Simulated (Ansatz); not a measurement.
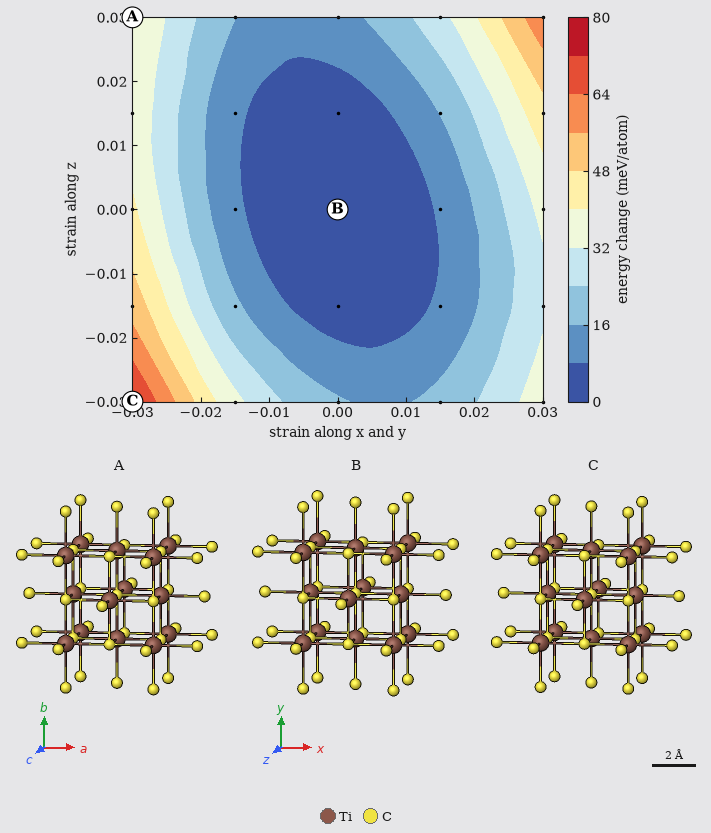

Crystalline TiC (Fm-3m): the cell is strained equally along x and y and separately along z, with the atoms kept at their fractional coordinates. x, y and z are the Cartesian axes of the input. The map is interpolated between the computed points (dots). The lettered frames are marked on it. Style: ball-and-stick. Shown: the conventional cell (4 times the calculation's cell), along the c axis, with a slight tilt. Lengths and directions refer to the drawn axes.

Computed with Ansatz, DFT r2SCAN, scalar-relativistic, plane waves, PAW. Settings: plane-wave cutoff 500 eV; k-point mesh 18 × 18 × 18; occupations gaussian; smearing width 0.15 eV; no spin polarisation. Energies (free energies at the smearing named) are counted from the cell as listed in its source, which wasn't relaxed.

### What does the map show?

In pairs of (strain along x and y; strain along z): the lowest computed point lies at (0.000, 0.000) (0.0 meV/atom), the highest at (−0.030, −0.030) (73.4 meV/atom). The valley is tilted: raising the in-plane strain is made harder by raising the strain along z (cross term 0.31 of the geometric mean of the two curvatures). Over the ranges scanned the energy rises more along the first axis, the in-plane strain. The pressure runs from −19.5 GPa at (0.030, 0.030) to 28.7 GPa at (−0.030, −0.030). The frames lie at A (−0.030, 0.030): 40.3 meV/atom, B (0.000, 0.000): 0.0 meV/atom, C (−0.030, −0.030): 73.4 meV/atom.
